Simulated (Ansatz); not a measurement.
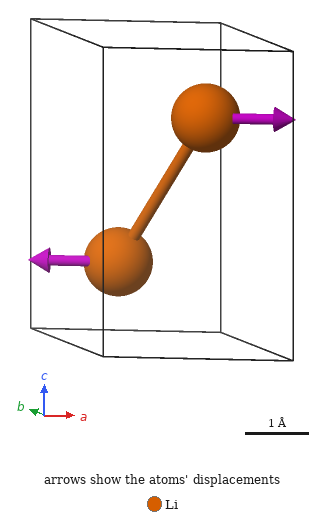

Lattice vibrations of crystalline Li (a generated structure), space group P6₃/mmc (No. 194), at the zone centre. The optical levels lie at 124 (×2), 315 cm⁻¹. One mode is drawn. Displacements are drawn as purple arrows; their common scale and sign are arbitrary. A ball-and-stick model of the cell of the calculation, seen slightly off an axis.

Theory: DFT PBE, scalar-relativistic, plane waves, PAW (Ansatz). Settings: plane-wave cutoff 420 eV; k-point mesh 21 × 21 × 12; occupations fermi dirac; smearing width 0.15 eV; no spin polarisation.

The frequencies depend somewhat on the k-mesh and the smearing.

Question: Which of these frequencies is the drawn mode's?

Answer: The level at 124 cm⁻¹. This is the E₂g mode (doubly degenerate; one member of the set is drawn), the lowest optical level, Raman-active by symmetry. All motion is along a; atoms of one kind move against one another, with no net shift of their sublattice.
